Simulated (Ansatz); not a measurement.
```
Ti O
1.0
     4.77733    0.00000    0.00000
     0.00000    4.77733    0.00000
     0.00000    0.00000    4.77733
Ti O
4 8
Cartesian
  0.0000 0.0000 0.0000
  2.3887 2.3887 0.0000
  2.3887 0.0000 2.3887
  0.0000 2.3887 2.3887
  1.1943 1.1943 1.1943
  3.5830 3.5830 1.1943
  3.5830 1.1943 3.5830
  1.1943 3.5830 3.5830
  3.5830 1.1943 1.1943
  1.1943 3.5830 1.1943
  1.1943 1.1943 3.5830
  3.5830 3.5830 3.5830
```

Space group Fm-3m; started from the fluorite prototype, which need not be the ambient phase; computed without spin polarisation.

Theory: DFT, PBEsol, plane waves, PAW in Ansatz.

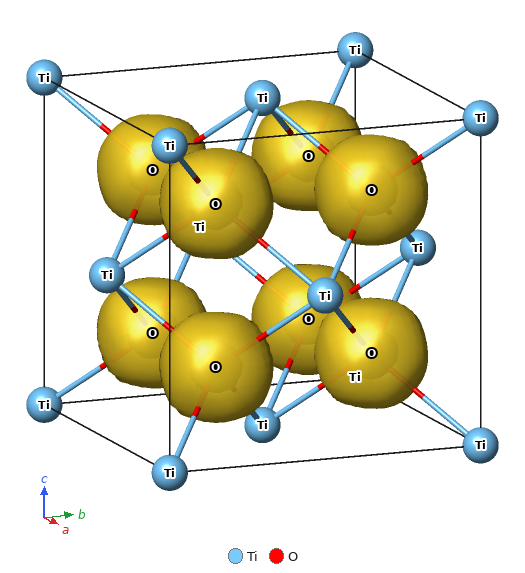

TiO$_{2}$. Isosurface of the electron localisation function at 0.7 (yellow), seen slightly off an axis. Only the valence region is drawn (cores and ρ < 0.01 e/Å³ removed). Sticks mark near contacts.

### Identify the bonds, lone pairs and shells in this picture.

At this value the surface marks out eight regions wrapped around O (the valence shell of each), counted in one cell of 12 atoms. Any copies at cell faces, edges or corners count once. Profiles from the grid: Ti–O (2.07 Å): the ELF peaks at about 0.85 in the valence shell of O, 0.6 Å from its nucleus, and is about 0.20 at the midpoint: no shared electron pair shows on this line.

### Does the calculation make it a metal, or give it a gap?

It is gapped, with a Kohn–Sham gap of 1.1 eV on the k-point mesh, an upper bound to the gap of this method.
